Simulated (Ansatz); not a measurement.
**Two runs on SiO$_{2}$**

System: SiO$_{2}$ (12 atoms in the cell).
Method of run A: DFT LDA, scalar-relativistic, plane waves, PAW, no spin polarisation (Ansatz 0.2.0).

The structure derives from a Materials Project entry. Text and figures count atoms from 1; the logs count them from 0 in places.

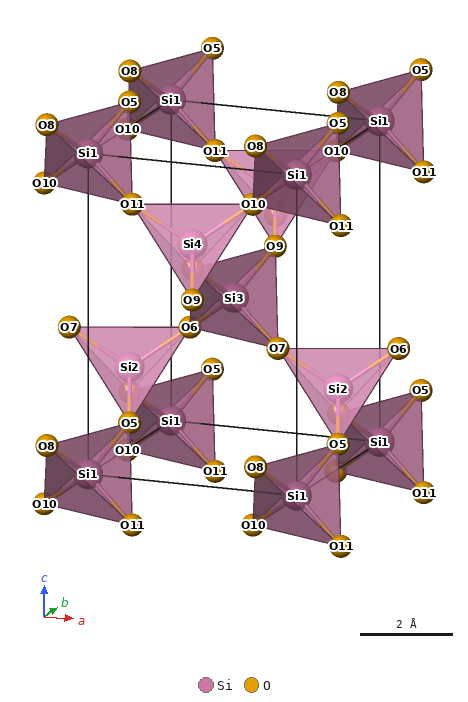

**Figure 1.** The input geometry (polyhedral view of the cell of the calculation, seen slightly off an axis; polyhedra are completed across the faces of the cell; atoms are numbered from 1 in the order of the input).

## Input file, run A
```yaml
crystal:
  lattice:
    - [4.9288870751, 0.0, 0.0]
    - [0.0, 4.9288870751, 0.0]
    - [0.0, 0.0, 7.2888059817]
  atoms:
    - { symbol: Si, position: [0.0, 0.0, 0.0] }
    - { symbol: Si, position: [0.0, 0.5, 0.25] }
    - { symbol: Si, position: [0.5, 0.5, 0.5] }
    - { symbol: Si, position: [0.5, 0.0, 0.75] }
    - { symbol: O, position: [0.0985467053, 0.25, 0.125] }
    - { symbol: O, position: [0.25, 0.5985467053, 0.375] }
    - { symbol: O, position: [0.75, 0.4014532947, 0.375] }
    - { symbol: O, position: [0.9014532947, 0.75, 0.125] }
    - { symbol: O, position: [0.5985467053, 0.75, 0.625] }
    - { symbol: O, position: [0.75, 0.0985467053, 0.875] }
    - { symbol: O, position: [0.25, 0.9014532947, 0.875] }
    - { symbol: O, position: [0.4014532947, 0.25, 0.625] }
basis:
  ecutwfc: 420
kpoints:
  mp_grid: { grid: [6, 6, 4] }
  band_path: { path: [VBM, CBM], npoints: 2 }
hamiltonian:
  xc: lda
scf:
  occupations: { method: gaussian, width: 0.02 }
output:
  forces: true
  stress: true
  eigenvalues: true
checkpoint:
  read: start.run
  write: ck
  compress: false
  write_wavefunctions: false
  write_every: 100000
```

Launched with:
```bash
ansatz run input.yaml --threads 1 --pin off --max-ram 2560MiB --backend cpu --events-out ev --progress --plain --runs-dir out
```

Hardware: 1 thread of Oxide Virtual Turin-like (Zen 5), 32 GiB of memory available, shared host.

## Output, shortened to warnings, some set-up lines, iterations and results (run A)
```
Basis set: ecut = 420 eV, 3445 PW (Γ)
Symmetry: 16 space group operations
k-points: 30 of 144 (time reversal used)
Initial density: read from a saved state, or passed on in memory by an earlier SCF of this step, an earlier step, the calling program or the single point that the run made first
[...]
SCF iter   1: F=—  HF=-6890.747374 eV  |F-HF|=—  |Δ(HF+E_count)|=         —  Δρ=2.16e-6  dr2=5.48e-9  ethr=3.73e-7  ⟨swp⟩=3.8  Hψ=10351  notcnv=0
SCF iter   2: F=—  HF=-6890.747380 eV  |F-HF|=—  |Δ(HF+E_count)|=   5.62e-6  Δρ=2.19e-6  dr2=5.43e-9  ethr=8.56e-12  ⟨swp⟩=8.5  Hψ=6540  notcnv=0
SCF iter   3: F=-6890.747380 eV  HF=-6890.747380 eV  |F-HF|=3.64e-11  |Δ(HF+E_count)|=  8.20e-10  Δρ=1.09e-6  dr2=1.32e-9  ethr=8.49e-12  ⟨swp⟩=1.0  Hψ=3486  notcnv=0
SCF 1 converged in 3 iterations: F = -6890.747380 eV  dr2 = 1.32e-9
NSCF: frozen V_eff on 40 k-points
NSCF: frozen V_eff on 40 k-points
NSCF: frozen V_eff on 40 k-points
NSCF: frozen V_eff on 9 k-points
NSCF: frozen V_eff on 8 k-points
NSCF: frozen V_eff on 5 k-points
NSCF: frozen V_eff on 5 k-points
NSCF: frozen V_eff on 5 k-points
NSCF: frozen V_eff on 3 k-points
SCF converged after 3 iterations
Free energy (F): -6890.747380 eV
Harris-Foulkes:  -6890.747380 eV  (|F-HF|=3.64e-11)
Internal energy: -6890.747380 eV  (E = F + TS)
E sigma→0 (E₀):  -6890.747380 eV
Fermi energy:    3.427104 eV
--- Per-component energies (eV) ---
  E_band       = -390.236167
  E_kinetic    = 1603.092897
  E_local      = -4668.313548  (includes V_loc(G=0)·N_el)
  E_nonlocal   = 502.613154
  E_hartree    = 1715.227376
  E_xc         = -803.054497
  E_vxc        = -939.737366  (∫ρ·V_xc dr)
  E_paw        = -3132.507301  (= ΣΔE_a)
  E_vpaw       = -318.365619  (= ΣTr[D̂ρ^β])
  E_aug_tail   = 0.021314  (compensation charges beyond the density's cutoff)
  E_ewald      = -2108.939469
  E_core_change = 1.112695  (= ΣΔE_core)
  E_smearing   = -0.000000  (= −TS)
  E_closure    = -0.000000  (closes the sum)
  Σ components = -6890.747380   (vs F -6890.747380, Δ=0.00e0)
--- Forces (eV/Å), atoms counted from 1 ---
  atom   1  Si    -0.00000000     0.00000000    -0.00000000
  atom   2  Si     0.00000000    -0.00000000     0.00000000
  atom   3  Si    -0.00000000     0.00000000     0.00000000
  atom   4  Si    -0.00000000    -0.00000000     0.00000000
  atom   5  O      0.00228868     0.00000000     0.00000000
  atom   6  O      0.00000000     0.00228868     0.00000000
  atom   7  O      0.00000000    -0.00228868    -0.00000000
  atom   8  O     -0.00228868     0.00000000    -0.00000000
  atom   9  O      0.00228868     0.00000000     0.00000000
  atom  10  O      0.00000000     0.00228868     0.00000000
  atom  11  O      0.00000000    -0.00228868    -0.00000000
  atom  12  O     -0.00228868     0.00000000    -0.00000000
  max |Σ_I F_I| component: 7.81e-18 eV/Å
--- Stress (GPa, compression-positive) ---
        0.011894       0.000000       0.000000
        0.000000       0.011894      -0.000000
        0.000000      -0.000000      -0.036118
  P = ⅓ Tr σ = -0.0041 GPa (-0.041 kbar)
```

For run B the input was changed thus:
```diff
-    - [4.9288870751, 0.0, 0.0]
-    - [0.0, 4.9288870751, 0.0]
-    - [0.0, 0.0, 7.2888059817]
+    - [4.7070871567, 0.0, 0.0]
+    - [0.0, 4.7070871567, 0.0]
+    - [0.0, 0.0, 6.9608097125]
-    - { symbol: O, position: [0.0985467053, 0.25, 0.125] }
-    - { symbol: O, position: [0.25, 0.5985467053, 0.375] }
-    - { symbol: O, position: [0.75, 0.4014532947, 0.375] }
-    - { symbol: O, position: [0.9014532947, 0.75, 0.125] }
-    - { symbol: O, position: [0.5985467053, 0.75, 0.625] }
-    - { symbol: O, position: [0.75, 0.0985467053, 0.875] }
-    - { symbol: O, position: [0.25, 0.9014532947, 0.875] }
-    - { symbol: O, position: [0.4014532947, 0.25, 0.625] }
+    - { symbol: O, position: [0.140828615, 0.25, 0.125] }
+    - { symbol: O, position: [0.25, 0.640828615, 0.375] }
+    - { symbol: O, position: [0.75, 0.359171385, 0.375] }
+    - { symbol: O, position: [0.859171385, 0.75, 0.125] }
+    - { symbol: O, position: [0.640828615, 0.75, 0.625] }
+    - { symbol: O, position: [0.75, 0.140828615, 0.875] }
+    - { symbol: O, position: [0.25, 0.859171385, 0.875] }
+    - { symbol: O, position: [0.359171385, 0.25, 0.625] }
```

What does this change do to the results?

With the same functional and potentials, run B lies 21.0 meV per atom higher. The gap on the mesh goes from 5.76 to 6.30 eV. The pressure goes from 0.00 to 3.92 GPa. The volume per atom goes from 14.76 to 12.85 Å³. The plane waves at Γ go from 3445 to 2991. On the same kind of shared host run B took about 2 times as long.

## Output, shortened to warnings, some set-up lines, iterations and results (run B)
```
Basis set: ecut = 420 eV, 2991 PW (Γ)
Symmetry: 16 space group operations
k-points: 30 of 144 (time reversal used)
Initial density: read from a saved state, or passed on in memory by an earlier SCF of this step, an earlier step, the calling program or the single point that the run made first
[...]
SCF iter   1: F=—  HF=-6890.494912 eV  |F-HF|=—  |Δ(HF+E_count)|=         —  Δρ=2.76e-6  dr2=1.15e-8  ethr=3.23e-7  ⟨swp⟩=3.6  Hψ=10427  notcnv=0
SCF iter   2: F=—  HF=-6890.494911 eV  |F-HF|=—  |Δ(HF+E_count)|=   3.32e-7  Δρ=2.32e-6  dr2=8.69e-9  ethr=1.80e-11  ⟨swp⟩=8.7  Hψ=6414  notcnv=0
SCF iter   3: F=-6890.494911 eV  HF=-6890.494911 eV  |F-HF|=7.68e-10  |Δ(HF+E_count)|=  5.15e-10  Δρ=1.06e-6  dr2=2.50e-9  ethr=1.36e-11  ⟨swp⟩=1.5  Hψ=3654  notcnv=0
SCF 1 converged in 3 iterations: F = -6890.494911 eV  dr2 = 2.50e-9
NSCF: frozen V_eff on 40 k-points
NSCF: frozen V_eff on 40 k-points
NSCF: frozen V_eff on 40 k-points
NSCF: frozen V_eff on 40 k-points
NSCF: frozen V_eff on 9 k-points
NSCF: frozen V_eff on 16 k-points
NSCF: frozen V_eff on 26 k-points
NSCF: frozen V_eff on 33 k-points
NSCF: frozen V_eff on 12 k-points
NSCF: frozen V_eff on 17 k-points
NSCF: frozen V_eff on 5 k-points
NSCF: frozen V_eff on 3 k-points
SCF converged after 3 iterations
Free energy (F): -6890.494911 eV
Harris-Foulkes:  -6890.494911 eV  (|F-HF|=7.68e-10)
Internal energy: -6890.494911 eV  (E = F + TS)
E sigma→0 (E₀):  -6890.494911 eV
Fermi energy:    4.575188 eV
--- Per-component energies (eV) ---
  E_band       = -314.376216
  E_kinetic    = 1606.981190
  E_local      = -4141.269372  (includes V_loc(G=0)·N_el)
  E_nonlocal   = 504.135358
  E_hartree    = 1488.299883
  E_xc         = -805.647817
  E_vxc        = -942.969701  (∫ρ·V_xc dr)
  E_paw        = -3132.105269  (= ΣΔE_a)
  E_vpaw       = -317.872605  (= ΣTr[D̂ρ^β])
  E_aug_tail   = 0.021039  (compensation charges beyond the density's cutoff)
  E_ewald      = -2412.022618
  E_core_change = 1.112695  (= ΣΔE_core)
  E_smearing   = -0.000000  (= −TS)
  E_closure    = 0.000000  (closes the sum)
  Σ components = -6890.494911   (vs F -6890.494911, Δ=0.00e0)
--- Forces (eV/Å), atoms counted from 1 ---
  atom   1  Si    -0.00000000     0.00000000    -0.00000000
  atom   2  Si    -0.00000000     0.00000000     0.00000000
  atom   3  Si    -0.00000000     0.00000000    -0.00000000
  atom   4  Si    -0.00000000     0.00000000     0.00000000
  atom   5  O     -0.00032104     0.00000000    -0.00000000
  atom   6  O     -0.00000000    -0.00032104     0.00000000
  atom   7  O      0.00000000     0.00032104    -0.00000000
  atom   8  O      0.00032104     0.00000000     0.00000000
  atom   9  O     -0.00032104     0.00000000    -0.00000000
  atom  10  O     -0.00000000    -0.00032104     0.00000000
  atom  11  O      0.00000000     0.00032104    -0.00000000
  atom  12  O      0.00032104     0.00000000     0.00000000
  max |Σ_I F_I| component: 2.52e-17 eV/Å
--- Stress (GPa, compression-positive) ---
        3.155598       0.000000      -0.000000
        0.000000       3.155598      -0.000000
       -0.000000      -0.000000       5.439810
  P = ⅓ Tr σ = 3.9170 GPa (39.170 kbar)
```

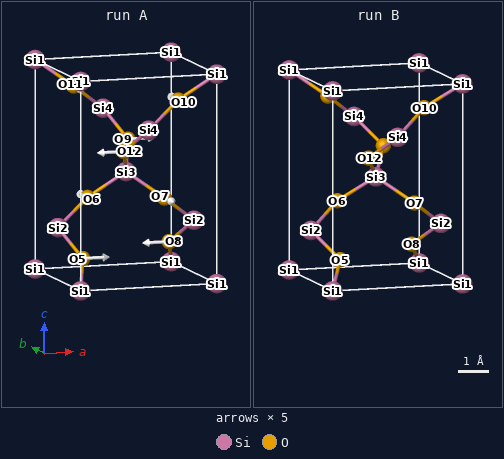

**Figure 2.** The two input geometries at one scale (ball-and-stick view of the cell of the calculation, seen slightly off an axis). The white arrows on the first give the shifts of the atoms relative to the cell, with their mean removed, magnified 5 times. The largest moves relative to the cell, 0.20 Å, are those of 8 atoms (O5, O6, O7, O8 and others). Si stays in place. (The mean shift of all atoms is removed.) Cell: a = b 4.929 → 4.707 Å (−4.5 %), c 7.289 → 6.961 Å (−4.5 %). Volume −12.9 %.

## The two runs side by side

```csv
quantity,run A,run B
outcome,converged,converged
free energy per atom (eV),−574.2289,−574.2079
gap on the mesh (eV),5.76,6.30
pressure (GPa),0.00,3.92
volume per atom (Å³),14.76,12.85
largest force (eV/Å),0.002,0.000
irreducible k-points,30,30
plane waves at Γ,3445,2991
wall time (shared host),43 s,89 s
```
